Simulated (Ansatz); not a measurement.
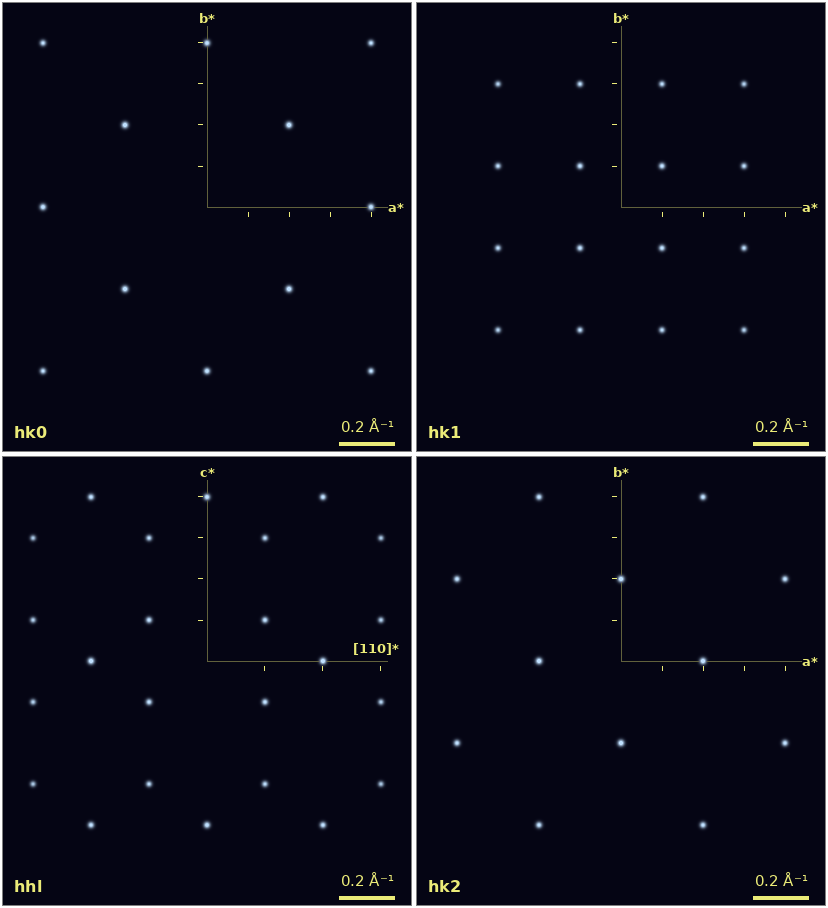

Four undistorted layers of reciprocal space, calculated for a single crystal (X-rays, kinematic |F|², B = 0.5 Å²). Tick marks count the reciprocal lattice steps of the conventional cell along each axis.

Q: What cell do the layers give?

A: a* = 0.151, b* = 0.151, c* = 0.151 Å⁻¹; the cell is cubic with a = 6.63 Å.

Q: List the systematic absences.

A: Reflections are present only under these conditions. hkl: h + k = 2n, h + l = 2n; hk0: h = 2n, h + k = 4n; hhl: h + l = 2n; h00: h = 4n. The lattice is face-centred (F). Further gaps, such as 2 2 2, 4 4 2, come from atoms on special positions, not from the group's general conditions.

Q: Which space groups fit?

A: The intensities have Laue symmetry m-3m (the hk0 layer shows 4mm, hk1 shows 4mm). With these conditions only Fd-3m (No. 227) fits. The compound is Hf. Structure: coordinates from a relaxation with DFT, revPBE, plane waves (420 eV) with PAW, scalar-relativistic in Ansatz; the starting structure was generated, so it need not be a known form of this composition.
